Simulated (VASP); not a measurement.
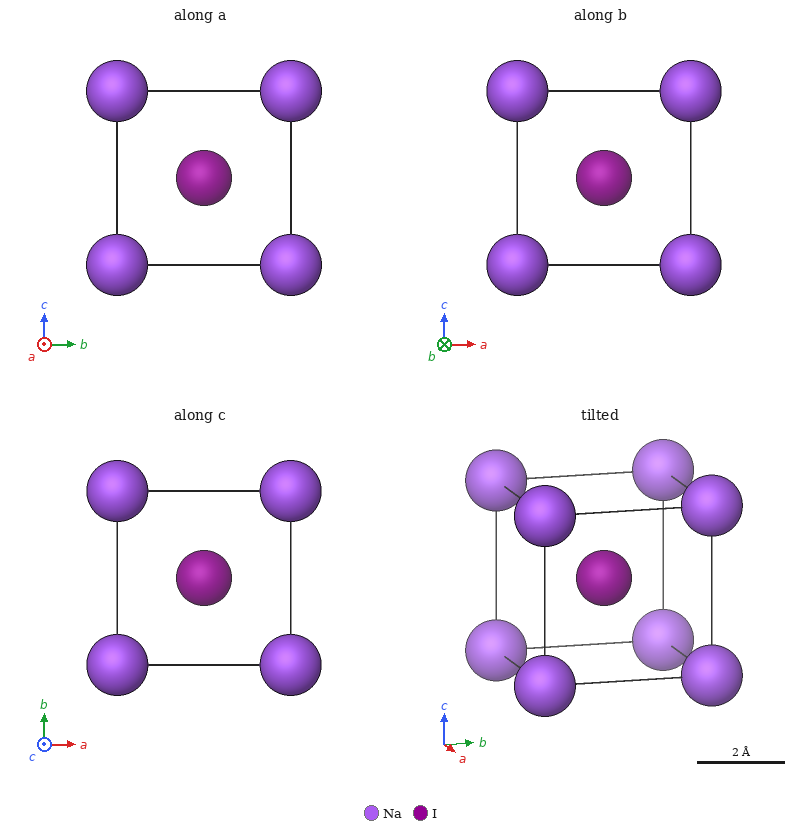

Shown here is a spheres-only view of the crystal, taken along the a axis, along the b axis, along the c axis and slightly off an axis. The frame is the unit cell; atoms at its boundary are shown with their periodic copies.

Lattice parameters: a = 4.0268 Å, b = 4.0405 Å, c = 4.0405 Å, α = 90.000°, β = 90.000°, γ = 90.000°.

Write the structure as a CIF in P1 with every atom of the cell.

Answer.
```cif
data_structure
_symmetry_space_group_name_H-M 'P 1'
_symmetry_Int_Tables_number 1
_cell_length_a 4.0268
_cell_length_b 4.0405
_cell_length_c 4.0405
_cell_angle_alpha 90.000
_cell_angle_beta 90.000
_cell_angle_gamma 90.000
_cell_volume 65.74
loop_
_atom_site_label
_atom_site_type_symbol
_atom_site_fract_x
_atom_site_fract_y
_atom_site_fract_z
_atom_site_occupancy
Na1 Na 0.0000 0.0000 0.0000 1
I1 I 0.5000 0.5000 0.5000 1
```

The model was built from a structure type filled with these elements by a generator (whether the compound takes this form wasn't checked). The cell was then strained or its atoms displaced on purpose. It was the input of a calculation with VASP.
